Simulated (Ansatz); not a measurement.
## Single-point calculation of EuO (part 1 of 3)

EuO (Fm-3m, 4 atoms in the cell), computed with DFT r2SCAN, scalar-relativistic, plane waves, PAW, spin-polarised (Ansatz 0.2.0).

The structure was built on a prototype by a generator; it need not be a known phase. It belongs to a series of runs on one base structure; here: random orbitals: harmonics, high filling. Figures and captions count atoms from 1; the log counts them from 0 in places.

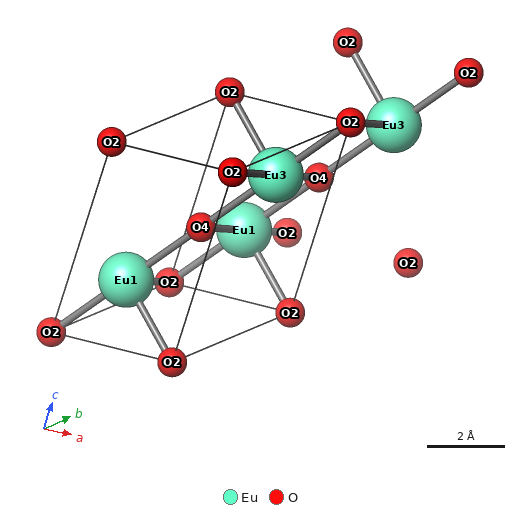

Figure 1. The structure as given in the input (ball-and-stick view of the reduced cell, repeated 1 × 2 × 1, seen at an oblique angle; atoms are numbered from 1 in the order of the input).

Key numbers

| quantity | value |
| --- | --- |
| outcome | converged |
| space group (tolerance 0.01 Å) | Fm-3m (225) |
| electrons treated | 46 |
| free energy | −18704.3724 eV |
| Fermi energy | 13.975 eV |
| gap on the k-point mesh | none (metallic) |
| net moment of the cell | 0.00 μB |
| integrated absolute moment | 13.84 μB |
| pressure | −5.07 GPa |
| largest force (length of the vector) | under 0.001 eV/Å |
| hardware | 4 threads of Arm Neoverse V2, 24 GiB of memory available, shared host |
| wall time | 11 s (CPU time 42 s) |
| peak memory | 0.73 GiB |

Notes

The program warns: the state was not tested for a lower one. DFT+U on an f shell has many self-consistent states, and spin–orbit coupling is left out here. The cell is under a tension of 5.1 GPa at this level, so it is not at its equilibrium volume.

The input
```yaml
crystal:
  lattice:
    - [0.0, 2.57195197, 2.57195197]
    - [2.57195197, 0.0, 2.57195197]
    - [5.14390394, 5.14390394, 0.0]
  atoms:
    - { symbol: Eu, position: [0.5, 0.5, 0.25], spin: 7.0 }
    - { symbol: O, position: [0.0, 0.0, 0.0] }
    - { symbol: Eu, position: [0.5, 0.5, 0.75], spin: -7.0 }
    - { symbol: O, position: [0.0, 0.0, 0.5] }
basis:
  ecutwfc: 500
  ecutrho_ratio: 4
kpoints:
  mp_grid: { grid: [6, 6, 6] }
hamiltonian:
  xc: r2scan
  hubbard:
    sites:
      - { site: 0, l: f, u_eff: 0.0, starting_ns: [{ spin: up, occupation_matrix: s0up }, { spin: down, occupation_matrix: s0down }] }
      - { site: 2, l: f, u_eff: 0.0, starting_ns: [{ spin: up, occupation_matrix: s2up }, { spin: down, occupation_matrix: s2down }] }
    occupation_matrices:
      s0up:
        matrix:
          - [0.97, 0.0, 0.0, 0.0, 0.0, 0.0, 0.0]
          - [0.0, 0.97, 0.0, 0.0, 0.0, 0.0, 0.0]
          - [0.0, 0.0, 0.97, 0.0, 0.0, 0.0, 0.0]
          - [0.0, 0.0, 0.0, 0.97, 0.0, 0.0, 0.0]
          - [0.0, 0.0, 0.0, 0.0, 0.97, 0.0, 0.0]
          - [0.0, 0.0, 0.0, 0.0, 0.0, 0.97, 0.0]
          - [0.0, 0.0, 0.0, 0.0, 0.0, 0.0, 0.97]
      s0down:
        matrix:
          - [0.02, 0.0, 0.0, 0.0, 0.0, 0.0, 0.0]
          - [0.0, 0.02, 0.0, 0.0, 0.0, 0.0, 0.0]
          - [0.0, 0.0, 0.02, 0.0, 0.0, 0.0, 0.0]
          - [0.0, 0.0, 0.0, 0.02, 0.0, 0.0, 0.0]
          - [0.0, 0.0, 0.0, 0.0, 0.02, 0.0, 0.0]
          - [0.0, 0.0, 0.0, 0.0, 0.0, 0.02, 0.0]
          - [0.0, 0.0, 0.0, 0.0, 0.0, 0.0, 0.02]
      s2up:
        matrix:
          - [0.02, 0.0, 0.0, 0.0, 0.0, 0.0, 0.0]
          - [0.0, 0.02, 0.0, 0.0, 0.0, 0.0, 0.0]
          - [0.0, 0.0, 0.02, 0.0, 0.0, 0.0, 0.0]
          - [0.0, 0.0, 0.0, 0.02, 0.0, 0.0, 0.0]
          - [0.0, 0.0, 0.0, 0.0, 0.02, 0.0, 0.0]
          - [0.0, 0.0, 0.0, 0.0, 0.0, 0.02, 0.0]
          - [0.0, 0.0, 0.0, 0.0, 0.0, 0.0, 0.02]
      s2down:
        matrix:
          - [0.97, 0.0, 0.0, 0.0, 0.0, 0.0, 0.0]
          - [0.0, 0.97, 0.0, 0.0, 0.0, 0.0, 0.0]
          - [0.0, 0.0, 0.97, 0.0, 0.0, 0.0, 0.0]
          - [0.0, 0.0, 0.0, 0.97, 0.0, 0.0, 0.0]
          - [0.0, 0.0, 0.0, 0.0, 0.97, 0.0, 0.0]
          - [0.0, 0.0, 0.0, 0.0, 0.0, 0.97, 0.0]
          - [0.0, 0.0, 0.0, 0.0, 0.0, 0.0, 0.97]
    ns_hold: until_converged
scf:
  occupations: { method: gaussian, width: 0.05 }
  lower_state_search: "off"
  max_iter: 150
output:
  forces: true
  stress: true
  eigenvalues: true
  populations: true
  hubbard: { sites: [{ site: 0, l: f }, { site: 2, l: f }] }
  write_density: true
  write_potential: true
  elf: true
  volumetric_format: npy
magnetization:
  spin_polarized: true
```

Launch command:
```bash
ansatz run input.yaml --threads 4 --pin off --max-ram 6144MiB --backend cpu --events-out ev --progress --plain --runs-dir out
```

What the program printed
```
Eu: projections on atomic orbitals take those of the free atom [Kr 4d10] 4f7 5s2 5p6 5d0 6s2, of charge +0.00 (hamiltonian.pseudopotentials.projection_atoms); the dataset's partial waves leave at most 1.0e-3 of an orbital's norm unspanned inside its sphere
O: projections on atomic orbitals take those of the free atom [He] 2s2 2p4, of charge +0.00 (hamiltonian.pseudopotentials.projection_atoms); the dataset's partial waves leave at most 1.9e-8 of an orbital's norm unspanned inside its sphere
Engine: ansatz 0.2.0, aarch64-unknown-linux-gnu
Pseudopotentials: kind: paw
Pseudopotential: Eu, paw, valence charge 17, recommended cutoff 500 eV (meta_gga), Eu.paw.azcp
Pseudopotential: O, paw, valence charge 6, recommended cutoff 500 eV (meta_gga), O.paw.azcp
Functional definition: r2SCAN
  parameter k0 = 0.174
  parameter k1 = 0.065
  parameter a1 = 4.9479
  exchange = r2scan_x(k0 = k0, k1 = k1, a1 = a1)
  correlation = r2scan_c
Crystal: 4 atoms, lattice volume = 68.053 Å³
Basis set: ecut = 500 eV, 1731 PW (Γ), exchange–correlation on 108×108×216 points (64 copies of the dense FFT grid, shifted against one another)
Bands: 36, of which v1, the nominal top of the filled ones, is band 23 counted from 1 (22 counted from 0)
Symmetry: 12 space group operations
Space group: R-3m (ITA 166), of the structure as read, at distance tolerance 4.1e-5 Å
Magnetic group: BNS 166.102 (UNI 1332), of the structure as read, at distance tolerance 4.1e-5 Å
k-points: 32 of 216
Non-local potential: Eu, projectors of the file, l = 0: 3, l = 1: 2, l = 2: 2, l = 3: 3
Non-local potential: O, projectors of the file, l = 0: 2, l = 1: 2, l = 2: 1
PAW form: soft (Blöchl's): semilocal exchange-correlation on the pseudo side does not see the compensation charge
PAW frozen core: Eu, regenerated for the run's functional (the file was generated under x = pbe(κ = 0.804, μ = 0.2195149727645171), c = pbe(β = 0.06672455060314922))
PAW frozen core: O, regenerated for the run's functional (the file was generated under x = pbe(κ = 0.804, μ = 0.2195149727645171), c = pbe(β = 0.06672455060314922))
PAW one-centre angular grid: Eu, 2702 points (default); XC on 160 Gauss nodes
PAW one-centre angular grid: O, 302 points (default); XC on 160 Gauss nodes
Initial density: superposition of atomic densities (chi_scale 0.1, normalization cell)
Starting moments: Σ|m| = 14 μB on 2 of 4 sites
Starting magnetic order: antiferromagnet; a translation exchanges its spin sublattices: spin-degenerate at every k-point
Initial wavefunctions: pseudopotential atomic-orbital guess
Functional: x = r2scan, c = r2scan; τ floored in thin density (d = 2e-4 eV/Å³)
```
